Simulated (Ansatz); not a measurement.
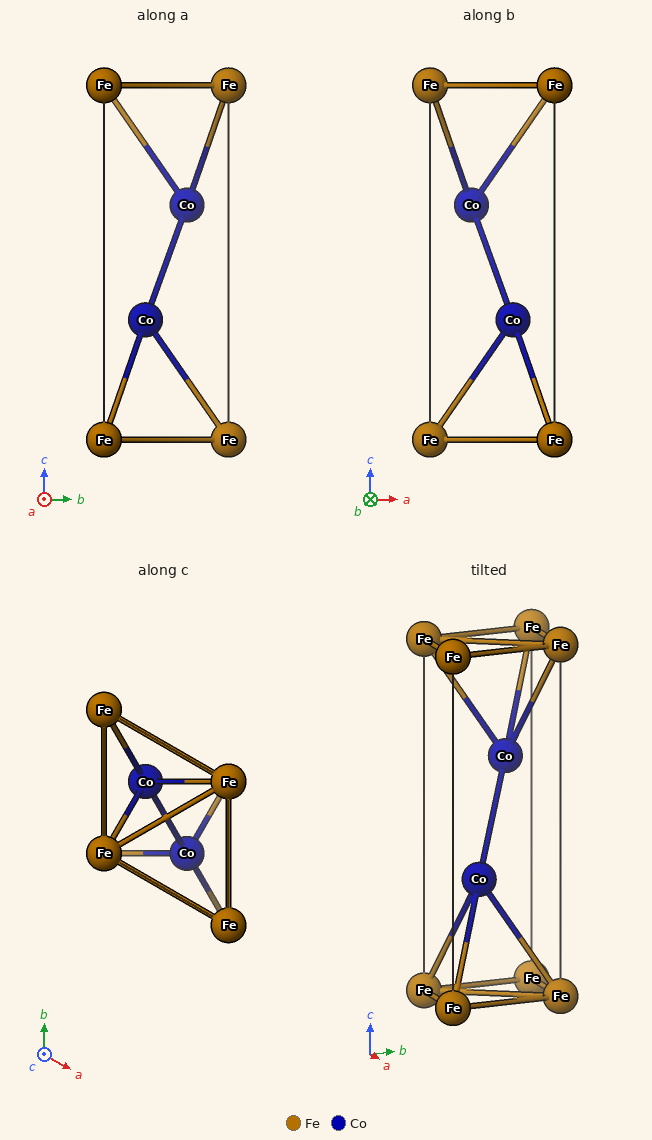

The figure gives a ball-and-stick picture of the atoms, viewed along the a axis, along the b axis, along the c axis and slightly off an axis. The parallelepiped is the conventional unit cell.

Lattice parameters: a = 2.5087 Å, b = 2.5087 Å, c = 6.1827 Å, α = 90.000°, β = 90.000°, γ = 120.000°.

**Put the structure into a CIF with its space group and independent sites, with free fractional coordinates to two decimals.**

```cif
data_structure
_symmetry_space_group_name_H-M 'P -3 m 1'
_symmetry_Int_Tables_number 164
_cell_length_a 2.5087
_cell_length_b 2.5087
_cell_length_c 6.1827
_cell_angle_alpha 90.000
_cell_angle_beta 90.000
_cell_angle_gamma 120.000
_cell_volume 33.70
loop_
_atom_site_label
_atom_site_type_symbol
_atom_site_symmetry_multiplicity
_atom_site_Wyckoff_symbol
_atom_site_fract_x
_atom_site_fract_y
_atom_site_fract_z
_atom_site_occupancy
Fe1 Fe 1 a 0.00 0.00 0.00 1
Co1 Co 2 d 0.3333 0.6667 0.66 1
```

The initial geometry was a structure type filled with these elements by a generator (whether the compound takes this form wasn't checked). The geometry is the end of a relaxation with DFT PBE, scalar-relativistic, plane waves, PAW (Ansatz 0.2.0).
